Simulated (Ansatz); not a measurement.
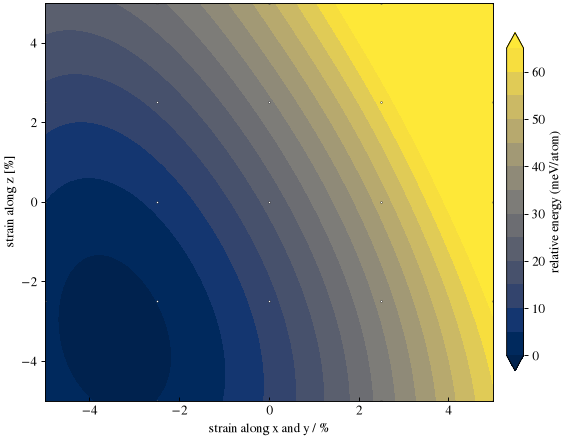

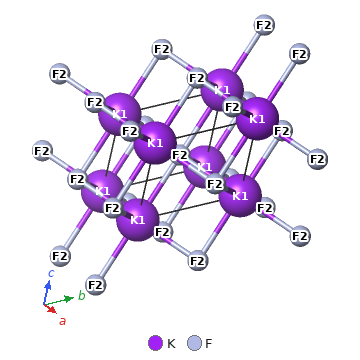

Energy landscape of KF (Fm-3m, No. 225; 2 atoms in the cell). The cell is strained homogeneously, by one strain along x and y and another along z, with fractional coordinates fixed (x, y and z along the cube axes). The first coordinate is: strain along x and y; the second: strain along z. The grid has 5 × 5 points. Points are written as (first, second). All energies are given in meV/atom relative to the lowest grid point. The reference cell is the one listed in the database, not relaxed at this level. The calculation used DFT LDA, scalar-relativistic, plane waves, PAW in Ansatz. Settings: cutoff 420 eV, k-mesh 8×8×8, gaussian smearing 0.05 eV, no spin polarisation.

In the figure: filled contours, dots at the grid points, one colour for all values above the top of the scale. Between grid points the surface is interpolated. The second picture is the reference structure.

### What does the map say about the system?

The lowest grid point is at (−2.5 %, −5.0 %). The bottom of the well lies between grid points, at about (−3.4 %, −3.4 %), about 2.1 meV/atom lower on the interpolated surface. It is the only kind of minimum in the scanned range. The highest grid point, (5.0 %, 5.0 %), lies 114 meV/atom above the lowest. The gap on the k-mesh is 6.3 eV at the lowest point and runs from 5.1 to 6.7 eV over the map.
